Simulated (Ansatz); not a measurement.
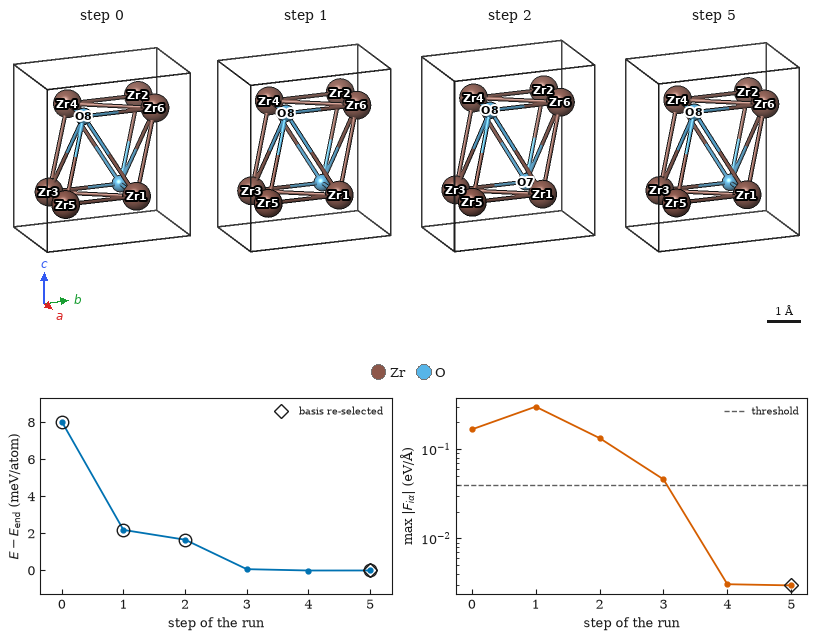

Frames of a relaxation of crystalline Zr3O (built on the Ni3Sn (D0 type) (coarse preliminary run), marked on the history of the run. A ball-and-stick model of the cell of the calculation, seen slightly off an axis.

Case: Ni3Sn (D0_19) type (P6_3/mmc, No. 194).

Theory: DFT r2SCAN, scalar-relativistic, plane waves, PAW (Ansatz).

Input file:
```yaml
crystal:
  lattice:
    - [5.7407476139, 0.0, 0.0]
    - [-2.870373807, 4.9716332704, 0.0]
    - [0.0, 0.0, 5.0169999516]
  atoms:
    - { symbol: Zr, position: [0.8316324071, 0.6632648142, 0.25] }
    - { symbol: Zr, position: [0.1683675929, 0.8316324071, 0.75] }
    - { symbol: Zr, position: [0.3367351858, 0.1683675929, 0.25] }
    - { symbol: Zr, position: [0.1683675929, 0.3367351858, 0.75] }
    - { symbol: Zr, position: [0.8316324071, 0.1683675929, 0.25] }
    - { symbol: Zr, position: [0.6632648142, 0.8316324071, 0.75] }
    - { symbol: O, position: [0.3333333333, 0.6666666667, 0.25] }
    - { symbol: O, position: [0.6666666667, 0.3333333333, 0.75] }
basis:
  ecutwfc: 500
kpoints:
  mp_grid: { grid: [6, 6, 4] }
hamiltonian:
  xc: r2scan
scf:
  occupations: { method: gaussian, width: 0.1 }
  lower_state_search: "off"
output:
  forces: true
  stress: true
  eigenvalues: true
relax:
  adjacent_minimum: "off"
  f_tol: 0.04
  max_steps: 70
  cell: { stress_tol: 0.4 }
```

Launched with:
```bash
ansatz run input.yaml --threads 1 --pin off --max-ram 3072MiB --backend cpu --events-out ev --progress --plain --runs-dir out
```

What happens along the run?

Answer. After 4 accepted moves (5 points after the start) the energy has fallen by 8.0 meV per atom. Largest force component: 0.17 eV/Å at the start, 0.003 eV/Å at the end. Pressure: −0.76 GPa at the start and −0.01 GPa at the end. The SCF was repeated once at an unchanged geometry on a basis and grid sized afresh for the cell, which shifted the energy by less than 0.05 meV per atom at most. The largest moves relative to the cell, 0.024 Å, are those of Zr1, Zr2, Zr3, Zr4, Zr5 and Zr6. Zr5 goes along [1 −1 0]. O stays in place. The drawn cell changes as follows: a = b 5.741 → 5.636 Å (−1.8 %), c 5.017 → 5.180 Å (+3.2 %); the volume changes by −0.5 %. Among the contacts that change: Zr1–Zr3 2.900 → 2.806 Å, Zr1–O8 2.997 → 3.062 Å, Zr1–O7 2.870 → 2.818 Å, Zr1–Zr2 3.016 → 3.055 Å. The space group stays P6_3/mmc (No. 194). From step 0 to 1: Zr atoms move most (0.03 Å), volume −1.7 %, energy −5.9 meV per atom. From step 1 to 2: volume +2.0 %, energy −0.5 meV per atom. From step 2 to 5: volume −0.8 %, energy −1.7 meV per atom.

| step | E − E(0), meV/atom | largest force component, eV/Å | pressure, GPa | volume, Å³/atom | note |
| --- | --- | --- | --- | --- | --- |
| 0 | 0.00 | 0.1672 | -0.76 | 17.899 |  |
| 1 | -5.85 | 0.3009 | 1.20 | 17.599 |  |
| 2 | -6.38 | 0.1337 | -0.60 | 17.956 |  |
| 3 | -7.97 | 0.0461 | -0.10 | 17.821 |  |
| 4 | -8.04 | 0.0031 | -0.01 | 17.812 |  |
| 5 | -8.04 | 0.0030 | -0.01 | 17.812 | same geometry, new basis |
